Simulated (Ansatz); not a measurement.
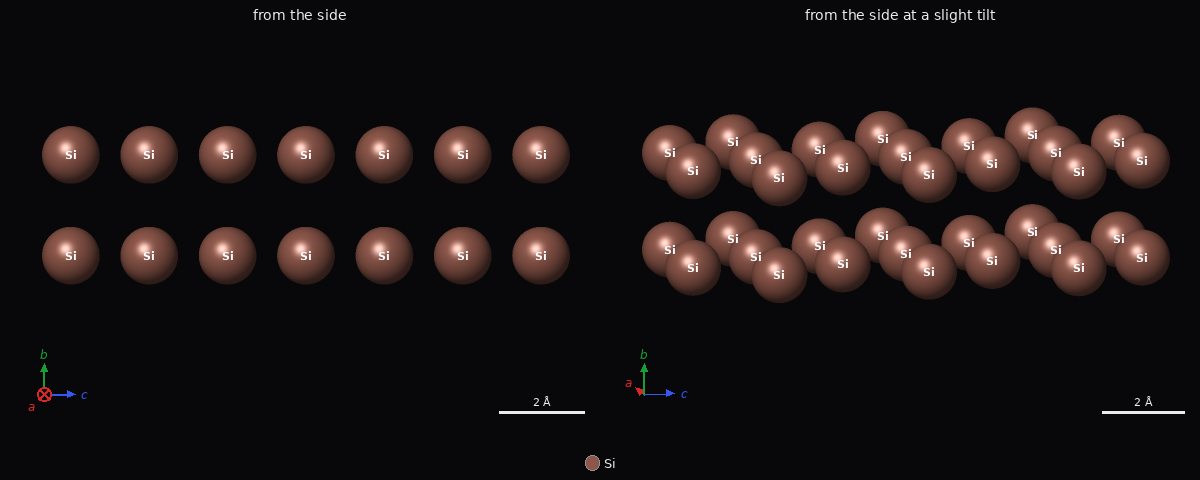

A spheres-only picture of a periodic sheet, seen from the side and from the side at a slight tilt. The surface normal points up in side views; the vacuum is left out. 2×3 cells are drawn in the plane, with atoms at the edges repeated.

The cell holds 4 Si.

> Give the thickness from the bottom atom to the top atom.

About 2.4 Å from the lowest to the highest atom.

> Go down through the slab and list the planes.

Two planes: Si / Si.

Origin of the cell: a structure listed in the Materials Project, with elements exchanged, so it need not be a known form of the compound. The picture shows the end point of a geometry optimisation with DFT PBEsol, scalar-relativistic, plane waves, PAW in Ansatz 0.2.0.
